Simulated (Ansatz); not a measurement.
## Run report: Ti2O, geometry relaxation (part 2 of 2)

Ti2O (P-3m1, 3 atoms in the cell); DFT r2SCAN, scalar-relativistic, plane waves, PAW, no spin polarisation (Ansatz 0.2.0); cutoff 500 eV, 18×18×10 k-mesh, Gaussian smearing of 0.1 eV. The structure derives from an entry of the Crystallography Open Database.

Geometry of the input (Å; fractional positions):
```
2.9552  0.0000  0.0000
-1.4776  2.5593  0.0000
0.0000  0.0000  4.7997
Ti 0.6667  0.3333  0.2677
Ti 0.3333  0.6667  0.7323
O  0.0000  0.0000  0.0000
```

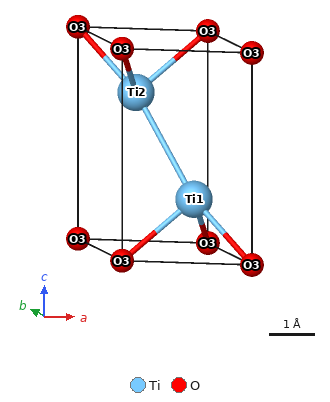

**Figure 1.** The geometry at step 2 of the log (ball-and-stick view of the cell of the calculation, seen slightly off an axis; atoms are numbered from 1 in the order of the input).

Output, continued:
```
SCF iter   1: F=—  HF=-5580.695947 eV  |F-HF|=—  |Δ(HF+E_count)|=         —  Δρ=5.74e-4  dr2=4.96e-5  dr2_τ=2.71e-3  ethr=1.64e-7  ⟨swp⟩=2.0  Hψ=41381  notcnv=0
preconditioner: auto → Kerker (q_TF=auto, 2.641 Å⁻¹)  [metal: Δε(μ)=0.013 eV  Ē_g=8.565 eV  σ=0.100 eV  W_gap=0.07  n_scr=10 (ndim 8)  ℏωp=23.0 eV  f_vac=0.000  D(μ)=0.94/eV (n_scr^D=2)]
SCF iter   2: F=—  HF=-5580.697771 eV  |F-HF|=—  |Δ(HF+E_count)|=   1.82e-3  Δρ=3.81e-4  dr2=2.39e-5  dr2_τ=4.32e-6  ethr=1.64e-7  ⟨swp⟩=2.1  Hψ=11253  notcnv=0
SCF iter   3: F=—  HF=-5580.697775 eV  |F-HF|=—  |Δ(HF+E_count)|=   3.75e-6  Δρ=1.45e-4  dr2=4.11e-6  dr2_τ=7.78e-7  ethr=7.97e-8  ⟨swp⟩=2.0  Hψ=7651  notcnv=0
SCF iter   4: F=—  HF=-5580.697777 eV  |F-HF|=—  |Δ(HF+E_count)|=   2.29e-6  Δρ=5.55e-5  dr2=9.29e-7  dr2_τ=7.25e-8  ethr=1.37e-8  ⟨swp⟩=3.0  Hψ=11254  notcnv=0
SCF iter   5: F=-5580.697777 eV  HF=-5580.697777 eV  |F-HF|=8.38e-8  |Δ(HF+E_count)|=   3.82e-8  Δρ=2.52e-5  dr2=2.25e-7  dr2_τ=1.57e-8  ethr=1.00e-9  ⟨swp⟩=9.1  Hψ=41076  notcnv=0
SCF 3 converged in 5 iterations: F = -5580.697777 eV  dr2 = 2.25e-7
relax step   3: F+E_penalty+E_count = -5580.69777677 eV  Δ(F+E_penalty+E_count) = +4.621e-4 eV  max|allowed force component| = 5.095e-2 eV/Å  Δτ_max = 0.0038 Å  P = -0.786 GPa  Ω = 36.451 Å³  energy of the carried Pulay correction = -1.082e-4 eV  (5 SCF iters, dr2 threshold 3.00e-7 eV, rejected (line search))
Crystal: 3 atoms, lattice volume = 36.316 Å³
iter 1 solved again at ethr=6.58e-8 eV; its pass at ethr=3.10e-3 eV (dr2=1.97e-5 eV) is discarded
SCF iter   1: F=—  HF=-5580.697566 eV  |F-HF|=—  |Δ(HF+E_count)|=         —  Δρ=3.72e-4  dr2=2.00e-5  dr2_τ=1.14e-3  ethr=6.58e-8  ⟨swp⟩=2.1  Hψ=40847  notcnv=0
preconditioner: auto → Kerker (q_TF=auto, 2.643 Å⁻¹)  [metal: Δε(μ)=0.006 eV  Ē_g=8.599 eV  σ=0.100 eV  W_gap=0.03  n_scr=10 (ndim 8)  ℏωp=23.1 eV  f_vac=0.000  D(μ)=0.95/eV (n_scr^D=2)]
SCF iter   2: F=—  HF=-5580.698340 eV  |F-HF|=—  |Δ(HF+E_count)|=   7.74e-4  Δρ=2.42e-4  dr2=1.00e-5  dr2_τ=1.56e-6  ethr=6.58e-8  ⟨swp⟩=2.0  Hψ=11248  notcnv=0
SCF iter   3: F=—  HF=-5580.698337 eV  |F-HF|=—  |Δ(HF+E_count)|=   2.92e-6  Δρ=9.02e-5  dr2=1.60e-6  dr2_τ=3.08e-7  ethr=3.35e-8  ⟨swp⟩=2.0  Hψ=7747  notcnv=0
SCF iter   4: F=—  HF=-5580.698338 eV  |F-HF|=—  |Δ(HF+E_count)|=   8.74e-7  Δρ=3.31e-5  dr2=3.16e-7  dr2_τ=2.50e-8  ethr=5.35e-9  ⟨swp⟩=3.0  Hψ=11182  notcnv=0
SCF iter   5: F=—  HF=-5580.698338 eV  |F-HF|=—  |Δ(HF+E_count)|=   1.23e-8  Δρ=1.79e-5  dr2=1.12e-7  dr2_τ=7.84e-9  ethr=1.05e-9  ⟨swp⟩=2.3  Hψ=8629  notcnv=0
SCF iter   6: F=—  HF=-5580.698338 eV  |F-HF|=—  |Δ(HF+E_count)|=   8.48e-9  Δρ=6.47e-6  dr2=1.72e-8  dr2_τ=8.75e-10  ethr=3.74e-10  ⟨swp⟩=2.0  Hψ=7908  notcnv=0
SCF iter   7: F=—  HF=-5580.698338 eV  |F-HF|=—  |Δ(HF+E_count)|=   2.04e-9  Δρ=2.32e-6  dr2=1.95e-9  dr2_τ=1.27e-10  ethr=5.75e-11  ⟨swp⟩=2.2  Hψ=8684  notcnv=0
SCF iter   8: F=—  HF=-5580.698338 eV  |F-HF|=—  |Δ(HF+E_count)|=  2.26e-10  Δρ=6.39e-7  dr2=1.66e-10  dr2_τ=9.46e-12  ethr=6.51e-12  ⟨swp⟩=2.0  Hψ=8221  notcnv=0
SCF iter   9: F=-5580.698338 eV  HF=-5580.698338 eV  |F-HF|=2.73e-12  |Δ(HF+E_count)|=  1.64e-11  Δρ=1.26e-7  dr2=5.62e-12  dr2_τ=6.28e-13  ethr=1.00e-12  ⟨swp⟩=4.0  Hψ=26912  notcnv=0
SCF 4 converged in 9 iterations: F = -5580.698338 eV  dr2 = 5.62e-12
relax step   4: F+E_penalty+E_count = -5580.69833769 eV  Δ(F+E_penalty+E_count) = -9.879e-5 eV  max|allowed force component| = 1.482e-3 eV/Å  Δτ_max = 0.0013 Å  P = -0.012 GPa  Ω = 36.316 Å³  energy of the carried Pulay correction = -1.046e-5 eV  (9 SCF iters, accepted)
Initial wavefunctions: pseudopotential atomic-orbital guess (no wavefunctions were taken with the density)
iter 1 solved again at ethr=7.10e-9 eV; its pass at ethr=3.10e-3 eV (dr2=2.13e-6 eV) is discarded
SCF iter   1: F=—  HF=-5580.698347 eV  |F-HF|=—  |Δ(HF+E_count)|=         —  Δρ=9.98e-6  dr2=3.83e-9  dr2_τ=3.00e-8  ethr=7.10e-9  ⟨swp⟩=3.3  Hψ=43473  notcnv=0
preconditioner: auto → Kerker (q_TF=auto, 2.643 Å⁻¹)  [metal: Δε(μ)=0.005 eV  Ē_g=8.597 eV  σ=0.100 eV  W_gap=0.03  n_scr=10 (ndim 8)  ℏωp=23.1 eV  f_vac=0.000  D(μ)=0.95/eV (n_scr^D=2)]
SCF iter   2: F=—  HF=-5580.698347 eV  |F-HF|=—  |Δ(HF+E_count)|=   3.73e-8  Δρ=5.20e-6  dr2=1.06e-9  dr2_τ=1.69e-9  ethr=1.28e-11  ⟨swp⟩=2.4  Hψ=10927  notcnv=0
SCF iter   3: F=—  HF=-5580.698347 eV  |F-HF|=—  |Δ(HF+E_count)|=   3.03e-9  Δρ=5.64e-7  dr2=5.29e-11  dr2_τ=2.55e-11  ethr=3.54e-12  ⟨swp⟩=2.2  Hψ=10330  notcnv=0
SCF iter   4: F=-5580.698347 eV  HF=-5580.698347 eV  |F-HF|=9.09e-13  |Δ(HF+E_count)|=  3.37e-11  Δρ=1.63e-7  dr2=5.42e-12  dr2_τ=1.86e-12  ethr=1.00e-12  ⟨swp⟩=5.8  Hψ=24239  notcnv=0
SCF 5 converged in 4 iterations: F = -5580.698347 eV  dr2 = 5.42e-12
relax step   5: F+E_penalty+E_count = -5580.69834735 eV  Δ(F+E_penalty+E_count) = -9.653e-6 eV  max|allowed force component| = 1.455e-3 eV/Å  Δτ_max = 0.0000 Å  P = -0.013 GPa  Ω = 36.316 Å³  stress off target by 3.76e-2 GPa  SCF on the basis re-selected at this cell (its energy is not comparable with the rows above)  (4 SCF iters)
basis re-selected at this cell: Δ(F+E_penalty+E_count) = -9.653e-6 eV, ΔP = -0.000 GPa vs the last step (what re-selecting the basis moved, of the pressure what is left beyond the Pulay correction that the steps carried, after the strain that the cell walked since its last selection, with what the two solves' SCF thresholds leave and, on support functions, any second-order correction that the steps lacked; it is no measure of the basis error at this ecutwfc). This SCF's stress stands 3.76e-2 GPa from its target on what of the cell is left free (relax.cell.stress_tol is 5.00e-2 GPa) and its largest allowed force component is 1.45e-3 eV/Å (relax.f_tol is 5.00e-3 eV/Å): within both
SCF converged after 4 iterations
Free energy (F): -5580.698347 eV
Harris-Foulkes:  -5580.698347 eV  (|F-HF|=9.09e-13)
Internal energy: -5580.693610 eV  (E = F + TS)
E sigma→0 (E₀):  -5580.695979 eV
Entropy (-TS):   -0.004737 eV (-1.579 meV/atom)
Fermi energy:    15.484957 eV
--- Per-component energies (eV) ---
  E_band       = -290.394471
  E_kinetic    = 725.145189
  E_local      = -1745.938516  (includes V_loc(G=0)·N_el)
  E_nonlocal   = 61.246136
  E_hartree    = 707.535807
  E_xc         = -261.437050
  E_vxc        = -373.958982  (∫ρ·V_xc dr)
  E_paw        = -2273.346452  (= ΣΔE_a)
  E_vpaw       = -396.782520  (= ΣTr[D̂ρ^β])
  E_aug_tail   = 0.001141  (compensation charges beyond the density's cutoff)
  E_vtau       = 24.821451  (kinetic-family band-sum trace: ∫τ·v_τ [+ j·A + Jᵃ·Aᵃ] dr)
  E_ewald      = -2793.361009
  E_core_change = -0.538855  (= ΣΔE_core)
  E_smearing   = -0.004737  (= −TS)
  E_closure    = 0.000000  (closes the sum)
  Σ components = -5580.698347   (vs F -5580.698347, Δ=0.00e0)
--- Forces (eV/Å), atoms counted from 1 ---
  atom   1  Ti     0.00000000    -0.00000000     0.00145497
  atom   2  Ti    -0.00000000     0.00000000    -0.00145497
  atom   3  O      0.00000000    -0.00000000     0.00000000
  max |Σ_I F_I| component: 2.31e-18 eV/Å
--- Stress (GPa, compression-positive) ---
       -0.000137      -0.000000      -0.000000
       -0.000000      -0.000137       0.000000
        0.000000       0.000000      -0.037566
  P = ⅓ Tr σ = -0.0126 GPa (-0.126 kbar)
--- Band table (eV; the first three rows and the last of 330) ---
  k-point 0: bands = ["-44.2189", "-44.0901", "-19.8256", "-19.1466", "-19.1466", "-19.0767", "-19.0616", "-19.0616", "-7.0522", "7.3964", "9.0854", "9.0854", "11.3348", "15.1202", "15.6825", "16.0571", "16.0571", "16.5896", "16.5896"]
  k-point 1: bands = ["-44.2164", "-44.0926", "-19.8086", "-19.1454", "-19.1454", "-19.0957", "-19.0628", "-19.0628", "-7.0468", "7.3460", "9.0790", "9.0790", "11.4616", "14.9547", "15.8459", "16.0317", "16.0317", "16.5485", "16.5485"]
  k-point 2: bands = ["-44.2094", "-44.0998", "-19.7592", "-19.1506", "-19.1421", "-19.1421", "-19.0661", "-19.0661", "-7.0324", "7.2227", "9.0626", "9.0626", "11.8093", "14.6536", "15.9274", "15.9274", "16.1271", "16.6589", "16.6589"]
  k-point 329: bands = ["-44.0716", "-44.0716", "-19.5886", "-19.5886", "-19.4916", "-19.4742", "-19.1662", "-19.1662", "-6.5556", "7.4447", "7.4447", "8.1723", "13.9540", "14.4913", "14.4913", "16.7426", "16.7426", "16.9936", "18.3048"]
--- Relaxed structure (4 steps of the walk, 3 accepted, 1 SCFs on fresh bases) ---
  F+E_penalty+E_count = -5580.69834735 eV   max|allowed force component| = 1.455e-3 eV/Å   (the final SCF, on the basis selected at the relaxed cell)
  cell:  # Å, volume = 36.3165 Å³
    - [2.95143477012069, 0.0, 0.0]
    - [-1.475717385060345, 2.556017488537202, 1.6034574271395398e-19]
    - [0.0, 3.007082787355782e-19, 4.814004454460753]
  atoms:
    - { symbol: Ti, position: [0.6666666666666667, 0.33333333333333337, 0.26888987018829985] }
    - { symbol: Ti, position: [0.33333333333333337, 0.6666666666666667, 0.7311101298117001] }
    - { symbol: O, position: [8.470159044714969e-35, 5.173547999913744e-35, 0.0] }
```

Trajectory as extended XYZ (Å, eV, eV/Å), 5 frames, from step=1 to step=5:
```
3
Lattice="2.9552 0.0000 0.0000 -1.4776 2.5593 0.0000 0.0000 0.0000 4.7997" Properties=species:S:1:pos:R:3:forces:R:3 step=1 energy=-5580.69765 pressure_GPa=0.18
Ti    1.4776    0.8531    1.2847    0.0000   0.0000   0.0800
Ti    0.0000    1.7062    3.5150    0.0000   0.0000  -0.0800
O     0.0000    0.0000    0.0000    0.0000   0.0000   0.0000
3
Lattice="2.9496 0.0000 0.0000 -1.4748 2.5544 0.0000 0.0000 0.0000 4.8086" Properties=species:S:1:pos:R:3:forces:R:3 step=2 energy=-5580.69824 pressure_GPa=0.49
Ti    1.4748    0.8515    1.2917    0.0000   0.0000   0.0264
Ti    0.0000    1.7029    3.5169    0.0000   0.0000  -0.0264
O     0.0000    0.0000    0.0000    0.0000   0.0000   0.0000
3
Lattice="2.9551 0.0000 0.0000 -1.4776 2.5592 0.0000 0.0000 0.0000 4.8199" Properties=species:S:1:pos:R:3:forces:R:3 step=3 energy=-5580.69778 pressure_GPa=-0.79 accepted=F
Ti    1.4776    0.8531    1.2986    0.0000   0.0000  -0.0509
Ti    0.0000    1.7061    3.5213    0.0000   0.0000   0.0509
O     0.0000    0.0000    0.0000    0.0000   0.0000   0.0000
3
Lattice="2.9514 0.0000 0.0000 -1.4757 2.5560 0.0000 0.0000 0.0000 4.8140" Properties=species:S:1:pos:R:3:forces:R:3 step=4 energy=-5580.69834 pressure_GPa=-0.01
Ti    1.4757    0.8520    1.2944    0.0000   0.0000   0.0015
Ti    0.0000    1.7040    3.5196    0.0000   0.0000  -0.0015
O     0.0000    0.0000    0.0000    0.0000   0.0000   0.0000
3
Lattice="2.9514 0.0000 0.0000 -1.4757 2.5560 0.0000 0.0000 0.0000 4.8140" Properties=species:S:1:pos:R:3:forces:R:3 step=5 energy=-5580.69835 pressure_GPa=-0.01
Ti    1.4757    0.8520    1.2944    0.0000   0.0000   0.0015
Ti    0.0000    1.7040    3.5196    0.0000   0.0000  -0.0015
O     0.0000    0.0000    0.0000    0.0000   0.0000   0.0000
```

Summary:

| quantity | value |
| --- | --- |
| outcome | converged |
| space group (tolerance 0.01 Å) | P-3m1 (164) |
| electrons treated | 30 |
| free energy | −5580.6983 eV |
| Fermi energy | 15.485 eV |
| gap on the k-point mesh | none (metallic) |
| pressure | −0.01 GPa |
| final volume | 36.32 Å³ |
| largest force (length of the vector) at the end | 0.001 eV/Å |
| final cell | a = 2.951 Å, b = 2.951 Å, c = 4.814 Å, α = 90.00°, β = 90.00°, γ = 120.00° |
| hardware | 1 thread of Oxide Virtual Turin-like (Zen 5), 32 GiB of memory available, shared host |
| wall time | 91 s |
| peak memory | 0.69 GiB |
